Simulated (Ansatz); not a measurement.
# Does disorder add resistance in series? Au(111) layers with 12.5 % Pt

Two lengths of the disordered region are known. What area resistance does the third give?

How it was computed: Ansatz 0.2.0, plane waves with PAW datasets at their recommended cutoffs (420 eV for most), Fermi-Dirac smearing; ballistic transmission by layer matching. The area resistance is RA = A (h/2e²)(1/T − 1/N), with T the zone-mean transmission per spin and N the lead's channels, both averaged over a few energies near the Fermi level; for magnets each spin is taken apart, with h/e², and the two conduct in parallel. Lateral cell 2x2, PBE, a fresh random draw for each length.

Results; the value marked ? is to be predicted:

```
length (Å)  channels N  RA (fΩ m²)
      9.42       3.210       0.165
      18.8       3.210       0.318
      28.3       3.210           ?
```

**Estimate by hand.**

Ohm's law makes RA linear in the length: the slope is (0.318 − 0.165)/(18.8 − 9.42) = 0.0163 fΩ m² per Å, or 16 µΩ cm. Then 0.318 + 0.0163 × 9.42. Predicted: 0.471 fΩ m².

**The withheld run.**

0.473 fΩ m², so the prediction is 0.44 % too low. The three lengths together give 16 µΩ cm. The two increments are 0.15 and 0.16 fΩ m², roughly as Ohm's law has it, though with one draw for each length that is a weak test.

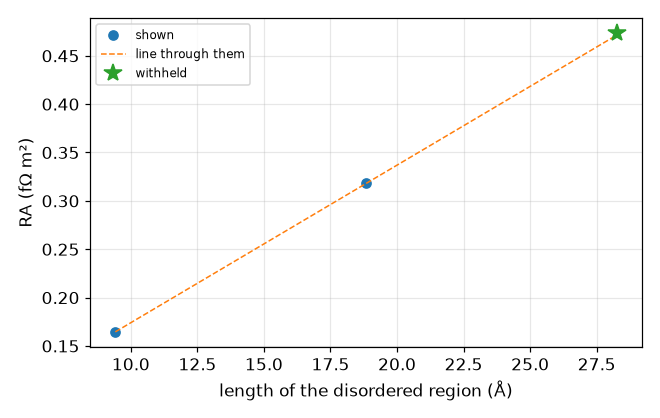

Area resistance against length.

**Limits.** The scatterers repeat sideways with the small cell. The slope is a raw one; a model of isotropic scattering puts it 1.08 times the bulk value over these lengths. Atoms sit unrelaxed on the host's lattice, and the pair may not mix at random in practice. Spin-orbit coupling is left out, which matters for Au and Pt.

[Logs are printed without paths, hosts, clocks, repeated set-up lines and the standing remarks that a program may print on its own settings, such as how far it seeks lower states.]
